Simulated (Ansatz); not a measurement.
System: ZrH, space group P4_2/mmc (No. 131).

The given structure:
```xyz
4
Lattice="3.2428 0.0000 0.0000 0.0000 3.2428 0.0000 0.0000 0.0000 4.9480" Properties=species:S:1:pos:R:3 pbc="T T T"
Zr    0.0000    1.6214    0.0000
Zr    1.6214    0.0000    2.4740
H     0.0000    0.0000    3.7110
H     0.0000    0.0000    1.2370
```

How it was computed, with Ansatz 0.2.0: one atom of a crystal moved over a plane, all else fixed, by plane-wave density functional theory with PAW datasets, free energies less that of the undisturbed cell. Level: PBEsol, no spin polarisation.

- wave cutoff: 420 eV
- k mesh: 14×14×10
- occupations: Gaussian
- smearing width: 0.15 eV
- k shift: (0, 0, 0) (mesh steps)
- start: as given
- moved atom: 3
- direction 1: (0.7071, 0.7071, 0) (Cartesian unit vector)
- direction 2: (0, 0, 1) (Cartesian unit vector)

What does the calculation give for the map of the energy change over displacement d2 and displacement d1? The grid: displacement d2 −0.3, −0.15, 0, 0.15, 0.3 Å; displacement d1 −0.3, −0.15, 0, 0.15, 0.3 Å.

At the origin the energy is lower than all eight neighbouring grid points, so a minimum lies at or close to the given structure. The energy change is least, 0.0000 eV/cell, at displacement d2 of 0 Å and displacement d1 of 0 Å, and largest, 0.5511 eV/cell, at displacement d2 of −0.3 Å and displacement d1 of −0.3 Å (and at equivalent points).

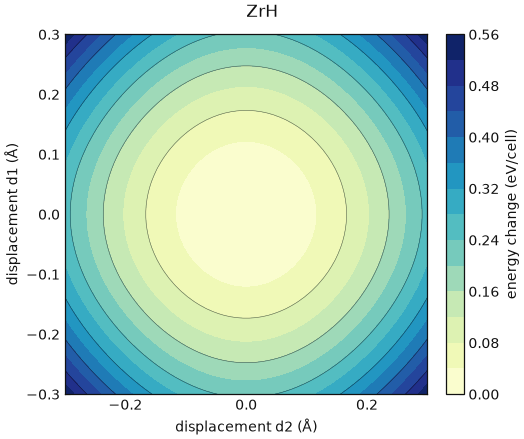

Note: reference crystal is not relaxed.
